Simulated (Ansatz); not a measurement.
Run report: TiCo2, geometry relaxation (part 2 of 3)

The same run, continued: TiCo2 (Fd-3m, 6 atoms in the cell); DFT LDA, scalar-relativistic, plane waves, PAW, spin-polarised (Ansatz 0.2.0); cutoff 420 eV, 6×6×6 k-mesh, Gaussian smearing of 0.1 eV, collinear spins. The structure derives from an entry of the Crystallography Open Database.

Geometry of the input (Å; fractional positions):
```
0.0000  3.3520  3.3520
3.3520  0.0000  3.3520
3.3520  3.3520  0.0000
Ti 0.5000  0.5000  0.5000
Ti 0.7500  0.7500  0.7500
Co 0.1250  0.1250  0.1250
Co 0.6250  0.1250  0.1250
Co 0.1250  0.1250  0.6250
Co 0.1250  0.6250  0.1250
```

**What the program printed, continued**
```
relax step   2: F+E_penalty+E_count = -25154.09995382 eV  Δ(F+E_penalty+E_count) = -4.684e-1 eV  max|allowed force component| = 3.778e-17 eV/Å  Δτ_max = 0.0000 Å  P = -3.799 GPa  Ω = 69.371 Å³  energy of the carried Pulay correction = +6.837e-3 eV  (12 SCF iters, dr2 threshold 6.00e-7 eV, accepted)
Crystal: 6 atoms, lattice volume = 68.095 Å³
iter 1 solved again at ethr=1.23e-5 eV; its pass at ethr=3.10e-3 eV (dr2=1.13e-2 eV) is discarded
SCF iter   1: F=—  HF=-25154.109225 eV  |F-HF|=—  |Δ(HF+E_count)|=         —  Δρ=2.61e-3 (↑2.59e-3 ↓2.61e-3)  dr2=1.19e-2  dr2_m=5.33e-6  M=0.004 μB ∫|m|=0.005 μB  β_m=0.65  ethr=1.23e-5  ⟨swp⟩=1.0  Hψ=7002  notcnv=0
preconditioner: auto → Kerker (q_TF=auto, 2.243 Å⁻¹)  [metal: Δε(μ)=0.015 eV  Ē_g=10.496 eV  σ=0.100 eV  W_gap=0.08  n_scr=14 (ndim 8)  ℏωp=33.7 eV  f_vac=0.000  D(μ)=9.31/eV (n_scr^D=136)]
spin=Collinear: Kerker preconditioning applied to the charge; magnetization (m = ρ↑ − ρ↓) channel mixes plain (no charge-response kernel on spin).
SCF iter   2: F=—  HF=-25154.106417 eV  |F-HF|=—  |Δ(HF+E_count)|=   2.81e-3  Δρ=2.42e-3 (↑2.42e-3 ↓2.42e-3)  dr2=6.76e-3  dr2_m=7.89e-7  M=0.003 μB ∫|m|=0.004 μB  β_m=0.33  ethr=1.23e-5  ⟨swp⟩=2.0  Hψ=3525  notcnv=0
SCF iter   3: F=—  HF=-25154.107659 eV  |F-HF|=—  |Δ(HF+E_count)|=   1.24e-3  Δρ=4.84e-4 (↑4.84e-4 ↓4.43e-4)  dr2=2.02e-4  dr2_m=1.08e-6  M=0.003 μB ∫|m|=0.004 μB  β_m=0.56  ethr=7.35e-6  ⟨swp⟩=2.0  Hψ=2512  notcnv=0
SCF iter   4: F=—  HF=-25154.112332 eV  |F-HF|=—  |Δ(HF+E_count)|=   4.67e-3  Δρ=4.02e-4 (↑3.76e-4 ↓4.02e-4)  dr2=2.56e-4  dr2_m=2.40e-7  M=0.003 μB ∫|m|=0.003 μB  β_m=0.56  ethr=2.19e-7  ⟨swp⟩=2.0  Hψ=3290  notcnv=0
SCF iter   5: F=—  HF=-25154.113807 eV  |F-HF|=—  |Δ(HF+E_count)|=   1.47e-3  Δρ=1.72e-4 (↑1.38e-4 ↓1.72e-4)  dr2=6.55e-5  dr2_m=1.97e-7  M=0.002 μB ∫|m|=0.003 μB  β_m=0.74  ethr=2.19e-7  ⟨swp⟩=2.0  Hψ=3284  notcnv=0
SCF iter   6: F=—  HF=-25154.114062 eV  |F-HF|=—  |Δ(HF+E_count)|=   2.56e-4  Δρ=3.94e-5 (↑3.94e-5 ↓3.49e-5)  dr2=5.47e-6  dr2_m=1.83e-7  M=0.001 μB ∫|m|=0.002 μB  β_m=0.87  ethr=7.12e-8  ⟨swp⟩=2.0  Hψ=2530  notcnv=0
SCF iter   7: F=—  HF=-25154.114073 eV  |F-HF|=—  |Δ(HF+E_count)|=   1.12e-5  Δρ=1.61e-5 (↑1.61e-5 ↓6.45e-6)  dr2=4.27e-8  dr2_m=6.34e-8  M=0.001 μB ∫|m|=0.001 μB  β_m=0.92  ethr=5.94e-9  ⟨swp⟩=2.2  Hψ=2621  notcnv=0
SCF iter   8: F=—  HF=-25154.114074 eV  |F-HF|=—  |Δ(HF+E_count)|=   1.83e-7  Δρ=1.65e-5 (↑1.65e-5 ↓2.81e-6)  dr2=1.70e-7  dr2_m=4.49e-8  M=0.001 μB ∫|m|=0.001 μB  β_m=0.92  ethr=4.65e-11  ⟨swp⟩=2.0  Hψ=3304  notcnv=0
SCF iter   9: F=—  HF=-25154.114074 eV  |F-HF|=—  |Δ(HF+E_count)|=   7.99e-8  Δρ=9.09e-6 (↑3.52e-6 ↓9.09e-6)  dr2=4.68e-8  dr2_m=6.32e-9  M=0.000 μB ∫|m|=0.000 μB  β_m=0.96  ethr=4.65e-11  ⟨swp⟩=3.0  Hψ=3933  notcnv=0
SCF iter  10: F=—  HF=-25154.114074 eV  |F-HF|=—  |Δ(HF+E_count)|=   2.22e-7  Δρ=8.09e-6 (↑4.83e-6 ↓8.09e-6)  dr2=8.62e-8  dr2_m=1.78e-9  M=0.000 μB ∫|m|=0.000 μB  β_m=0.98  ethr=4.65e-11  ⟨swp⟩=2.0  Hψ=2479  notcnv=0
SCF iter  11: F=—  HF=-25154.114074 eV  |F-HF|=—  |Δ(HF+E_count)|=   1.59e-7  Δρ=1.67e-6 (↑1.26e-6 ↓1.67e-6)  dr2=9.88e-9  dr2_m=1.41e-10  M=0.000 μB ∫|m|=0.000 μB  β_m=0.95  ethr=4.65e-11  ⟨swp⟩=2.0  Hψ=3300  notcnv=0
SCF iter  12: F=—  HF=-25154.114074 eV  |F-HF|=—  |Δ(HF+E_count)|=   6.42e-9  Δρ=1.38e-6 (↑1.06e-6 ↓1.38e-6)  dr2=5.77e-9  dr2_m=2.24e-11  M=0.000 μB ∫|m|=0.000 μB  β_m=0.98  ethr=1.07e-11  ⟨swp⟩=2.0  Hψ=2421  notcnv=0
SCF iter  13: F=-25154.114074 eV  HF=-25154.114074 eV  |F-HF|=6.60e-8  |Δ(HF+E_count)|=   1.20e-8  Δρ=4.78e-6 (↑4.77e-6 ↓4.78e-6)  dr2=7.04e-8  dr2_m=1.64e-14  M=0.000 μB ∫|m|=0.000 μB  ethr=6.27e-12  ⟨swp⟩=1.0  Hψ=5387  notcnv=0
the starting moments were not kept: the SCF closed with an absolute magnetisation of 9.9e-7 μB, where they sum to 0.54 μB in size (6 sites). That is at most 0.1 of that sum. Measured as dr2_m measures the in/out step, that magnetisation stands 5.7e-13 eV from none, at or under the dr2_threshold of 6.0e-7 eV: it is no larger than a step whose dr2_m would equal this threshold.
SCF 3 converged in 13 iterations: F = -25154.114074 eV  dr2 = 7.04e-8
relax step   3: F+E_penalty+E_count = -25154.11407397 eV  Δ(F+E_penalty+E_count) = -1.412e-2 eV  max|allowed force component| = 4.780e-17 eV/Å  Δτ_max = 0.0000 Å  P = +0.716 GPa  Ω = 68.095 Å³  energy of the carried Pulay correction = +8.377e-3 eV  (13 SCF iters, dr2 threshold 6.00e-7 eV, accepted)
Crystal: 6 atoms, lattice volume = 68.294 Å³
iter 1 solved again at ethr=2.24e-7 eV; its pass at ethr=3.10e-3 eV (dr2=2.06e-4 eV) is discarded
SCF iter   1: F=—  HF=-25154.114133 eV  |F-HF|=—  |Δ(HF+E_count)|=         —  Δρ=4.10e-4 (↑4.08e-4 ↓4.10e-4)  dr2=2.95e-4  dr2_m=1.34e-7  M=-0.001 μB ∫|m|=0.001 μB  β_m=0.65  ethr=2.24e-7  ⟨swp⟩=2.0  Hψ=6876  notcnv=0
preconditioner: auto → Kerker (q_TF=auto, 2.239 Å⁻¹)  [metal: Δε(μ)=0.014 eV  Ē_g=10.428 eV  σ=0.100 eV  W_gap=0.08  n_scr=14 (ndim 8)  ℏωp=33.6 eV  f_vac=0.000  D(μ)=9.19/eV (n_scr^D=136)]
spin=Collinear: Kerker preconditioning applied to the charge; magnetization (m = ρ↑ − ρ↓) channel mixes plain (no charge-response kernel on spin).
SCF iter   2: F=—  HF=-25154.114066 eV  |F-HF|=—  |Δ(HF+E_count)|=   6.74e-5  Δρ=3.87e-4 (↑3.87e-4 ↓3.87e-4)  dr2=1.73e-4  dr2_m=2.07e-8  M=-0.001 μB ∫|m|=0.001 μB  β_m=0.33  ethr=2.24e-7  ⟨swp⟩=2.0  Hψ=3287  notcnv=0
SCF iter   3: F=—  HF=-25154.114099 eV  |F-HF|=—  |Δ(HF+E_count)|=   3.32e-5  Δρ=7.77e-5 (↑7.77e-5 ↓7.15e-5)  dr2=5.17e-6  dr2_m=2.79e-8  M=-0.001 μB ∫|m|=0.001 μB  β_m=0.56  ethr=1.88e-7  ⟨swp⟩=2.0  Hψ=2468  notcnv=0
SCF iter   4: F=—  HF=-25154.114221 eV  |F-HF|=—  |Δ(HF+E_count)|=   1.22e-4  Δρ=6.47e-5 (↑6.04e-5 ↓6.47e-5)  dr2=6.68e-6  dr2_m=6.14e-9  M=-0.000 μB ∫|m|=0.001 μB  β_m=0.56  ethr=5.61e-9  ⟨swp⟩=2.0  Hψ=3288  notcnv=0
SCF iter   5: F=—  HF=-25154.114257 eV  |F-HF|=—  |Δ(HF+E_count)|=   3.67e-5  Δρ=2.78e-5 (↑2.40e-5 ↓2.78e-5)  dr2=1.72e-6  dr2_m=2.72e-9  M=-0.000 μB ∫|m|=0.000 μB  β_m=0.72  ethr=5.61e-9  ⟨swp⟩=2.0  Hψ=2514  notcnv=0
SCF iter   6: F=—  HF=-25154.114264 eV  |F-HF|=—  |Δ(HF+E_count)|=   6.89e-6  Δρ=6.83e-6 (↑6.83e-6 ↓5.86e-6)  dr2=1.47e-7  dr2_m=3.76e-9  M=-0.000 μB ∫|m|=0.000 μB  β_m=0.86  ethr=1.87e-9  ⟨swp⟩=2.0  Hψ=3298  notcnv=0
SCF iter   7: F=-25154.114264 eV  HF=-25154.114265 eV  |F-HF|=4.67e-7  |Δ(HF+E_count)|=   3.57e-7  Δρ=1.28e-5 (↑1.28e-5 ↓1.18e-5)  dr2=4.92e-7  dr2_m=2.07e-10  M=-0.000 μB ∫|m|=0.000 μB  ethr=1.60e-10  ⟨swp⟩=2.0  Hψ=5164  notcnv=0
the starting moments were not kept: the SCF closed with an absolute magnetisation of 2.4e-4 μB, where they sum to 0.54 μB in size (6 sites). That is at most 0.1 of that sum. Measured as dr2_m measures the in/out step, that magnetisation stands 3.0e-8 eV from none, at or under the dr2_threshold of 6.0e-7 eV: it is no larger than a step whose dr2_m would equal this threshold.
SCF 4 converged in 7 iterations: F = -25154.114264 eV  dr2 = 4.92e-7
  greatest PAW one-centre occupation: 1.001 electrons in one spin orbital (limit 2), on the Co atom at site 2 (counted from 0), in its partial waves of l = 1
relax step   4: F+E_penalty+E_count = -25154.11426425 eV  Δ(F+E_penalty+E_count) = -1.903e-4 eV  max|allowed force component| = 5.320e-17 eV/Å  Δτ_max = 0.0000 Å  P = -0.017 GPa  Ω = 68.294 Å³  energy of the carried Pulay correction = +8.135e-3 eV  (7 SCF iters, dr2 threshold 6.00e-7 eV, accepted)
Initial wavefunctions: pseudopotential atomic-orbital guess (no wavefunctions were taken with the density)
iter 1 solved again at ethr=4.18e-7 eV; its pass at ethr=3.10e-3 eV (dr2=3.84e-4 eV) is discarded
SCF iter   1: F=—  HF=-25154.109480 eV  |F-HF|=—  |Δ(HF+E_count)|=         —  Δρ=3.59e-4 (↑3.59e-4 ↓3.57e-4)  dr2=1.35e-4  dr2_m=1.09e-9  M=-0.000 μB ∫|m|=0.000 μB  β_m=0.65  ethr=4.18e-7  ⟨swp⟩=3.0  Hψ=9530  notcnv=0
preconditioner: auto → Kerker (q_TF=auto, 2.240 Å⁻¹)  [metal: Δε(μ)=0.015 eV  Ē_g=10.431 eV  σ=0.100 eV  W_gap=0.08  n_scr=14 (ndim 8)  ℏωp=33.6 eV  f_vac=0.000  D(μ)=9.19/eV (n_scr^D=136)]
spin=Collinear: Kerker preconditioning applied to the charge; magnetization (m = ρ↑ − ρ↓) channel mixes plain (no charge-response kernel on spin).
SCF iter   2: F=—  HF=-25154.109491 eV  |F-HF|=—  |Δ(HF+E_count)|=   1.19e-5  Δρ=8.20e-5 (↑8.20e-5 ↓8.01e-5)  dr2=9.81e-6  dr2_m=7.23e-10  M=-0.000 μB ∫|m|=0.000 μB  β_m=0.61  ethr=1.47e-7  ⟨swp⟩=1.9  Hψ=2104  notcnv=0
SCF iter   3: F=—  HF=-25154.109511 eV  |F-HF|=—  |Δ(HF+E_count)|=   1.96e-5  Δρ=1.51e-5 (↑1.51e-5 ↓1.40e-5)  dr2=3.40e-7  dr2_m=3.66e-10  M=-0.000 μB ∫|m|=0.000 μB  β_m=0.58  ethr=1.07e-8  ⟨swp⟩=2.0  Hψ=3120  notcnv=0
SCF iter   4: F=—  HF=-25154.109514 eV  |F-HF|=—  |Δ(HF+E_count)|=   3.23e-6  Δρ=3.79e-5 (↑3.60e-5 ↓3.79e-5)  dr2=2.39e-6  dr2_m=5.49e-10  M=-0.000 μB ∫|m|=0.000 μB  β_m=0.58  ethr=3.69e-10  ⟨swp⟩=2.0  Hψ=3300  notcnv=0
SCF iter   5: F=—  HF=-25154.109519 eV  |F-HF|=—  |Δ(HF+E_count)|=   4.45e-6  Δρ=2.40e-5 (↑2.24e-5 ↓2.40e-5)  dr2=1.58e-6  dr2_m=4.70e-10  M=-0.000 μB ∫|m|=0.000 μB  β_m=0.79  ethr=3.69e-10  ⟨swp⟩=2.0  Hψ=3300  notcnv=0
SCF iter   6: F=—  HF=-25154.109524 eV  |F-HF|=—  |Δ(HF+E_count)|=   5.44e-6  Δρ=2.68e-5 (↑2.54e-5 ↓2.68e-5)  dr2=1.60e-6  dr2_m=3.34e-10  M=-0.000 μB ∫|m|=0.000 μB  β_m=0.90  ethr=3.69e-10  ⟨swp⟩=2.1  Hψ=2752  notcnv=0
SCF iter   7: F=—  HF=-25154.109527 eV  |F-HF|=—  |Δ(HF+E_count)|=   2.61e-6  Δρ=1.40e-5 (↑1.29e-5 ↓1.40e-5)  dr2=3.93e-7  dr2_m=2.10e-10  M=-0.000 μB ∫|m|=0.000 μB  β_m=0.95  ethr=3.69e-10  ⟨swp⟩=2.3  Hψ=3303  notcnv=0
SCF iter   8: F=—  HF=-25154.109527 eV  |F-HF|=—  |Δ(HF+E_count)|=   6.11e-7  Δρ=1.20e-6 (↑8.30e-7 ↓1.20e-6)  dr2=1.86e-9  dr2_m=2.66e-10  M=-0.000 μB ∫|m|=0.000 μB  β_m=0.97  ethr=3.69e-10  ⟨swp⟩=2.8  Hψ=3368  notcnv=0
SCF iter   9: F=-25154.109527 eV  HF=-25154.109527 eV  |F-HF|=2.39e-9  |Δ(HF+E_count)|=   5.52e-9  Δρ=9.17e-7 (↑9.17e-7 ↓7.07e-7)  dr2=2.66e-9  dr2_m=1.17e-11  M=-0.000 μB ∫|m|=0.000 μB  ethr=2.02e-12  ⟨swp⟩=2.0  Hψ=5276  notcnv=0
the starting moments were not kept: the SCF closed with an absolute magnetisation of 5.6e-5 μB, where they sum to 0.54 μB in size (6 sites). That is at most 0.1 of that sum. Measured as dr2_m measures the in/out step, that magnetisation stands 1.6e-9 eV from none, at or under the dr2_threshold of 6.0e-9 eV: it is no larger than a step whose dr2_m would equal this threshold.
SCF 5 converged in 9 iterations: F = -25154.109527 eV  dr2 = 2.66e-9
  greatest PAW one-centre occupation: 1.001 electrons in one spin orbital (limit 2), on the Co atom at site 3 (counted from 0), in its partial waves of l = 1
relax step   5: F+E_penalty+E_count = -25154.10952736 eV  Δ(F+E_penalty+E_count) = +4.737e-3 eV  max|allowed force component| = 4.664e-17 eV/Å  Δτ_max = 0.0000 Å  P = -0.142 GPa  Ω = 68.294 Å³  stress off target by 1.42e-1 GPa  SCF on the basis re-selected at this cell (its energy is not comparable with the rows above)  (9 SCF iters)
```

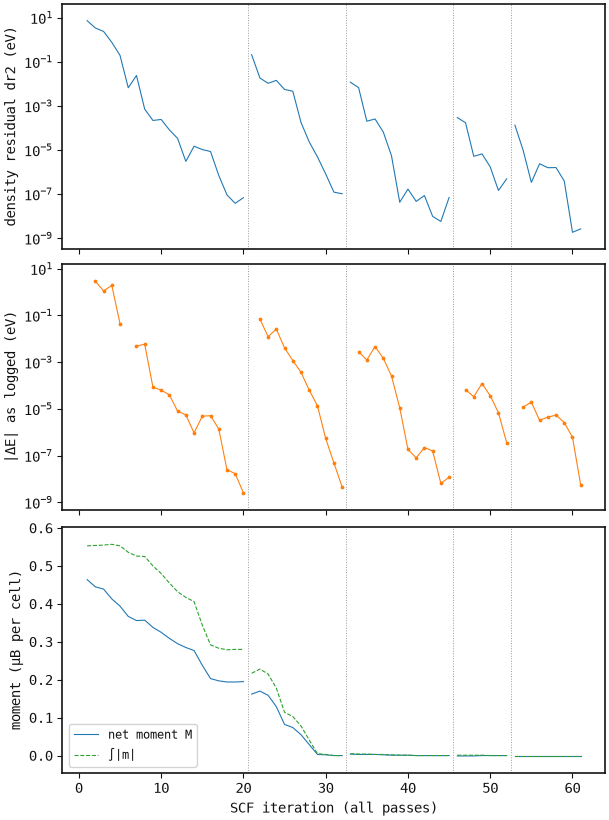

Convergence of the self-consistent field: density residual dr2, size of the energy change and magnetic moment against the SCF iteration. The dotted lines part the SCF passes of the relaxation: geometry steps, rejected trials and re-solves on a re-selected basis. The 5 passes take 7 to 20 iterations each, 61 in all. The net moment goes from 0.5 to 0.0 μB per cell, and ∫|m| falls to zero.

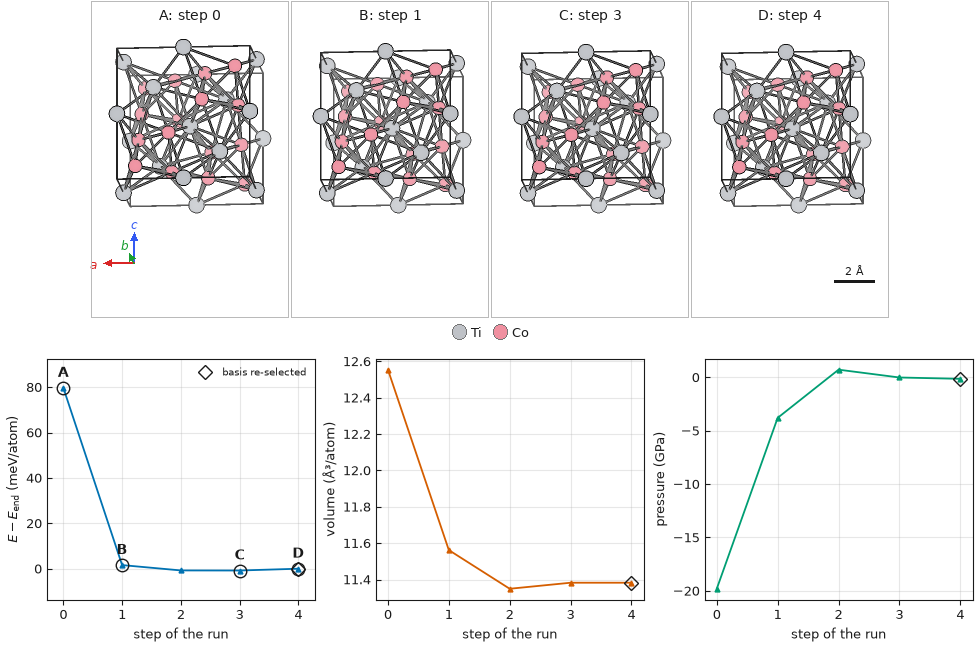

Frames of the relaxation (ball-and-stick view of the cell 4 times as large as that of the calculation, set on its symmetry axes, seen at an oblique angle) above the curves, on which the letters mark them (the first geometry is step 0 here and step 1 in the log).

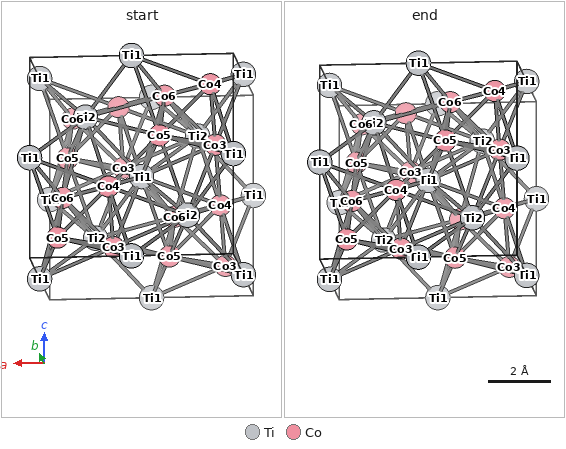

Before (left) and after (right) the relaxation, at one scale (ball-and-stick view of the cell 4 times as large as that of the calculation, set on its symmetry axes, seen at an oblique angle). The atoms keep their places relative to the cell (all moves are under 0.005 Å). The drawn cell changes as follows: a = b = c 6.704 → 6.489 Å (−3.2 %); the volume changes by −9.3 %. Distances before and after: Ti1–Ti2 2.903 → 2.810 Å, Ti1–Co3 2.779 → 2.690 Å, Co3–Co4 2.370 → 2.294 Å. The space group stays Fd-3m (No. 227). Over 3 geometry steps the energy falls by 80.4 meV per atom. All forces vanish by symmetry, so only the cell relaxes. The pressure goes from −19.80 to −0.14 GPa. A last SCF at the same geometry on a re-selected plane-wave basis shifts the energy by +0.8 meV per atom. (Atoms are counted from 1 in the order of the input.)
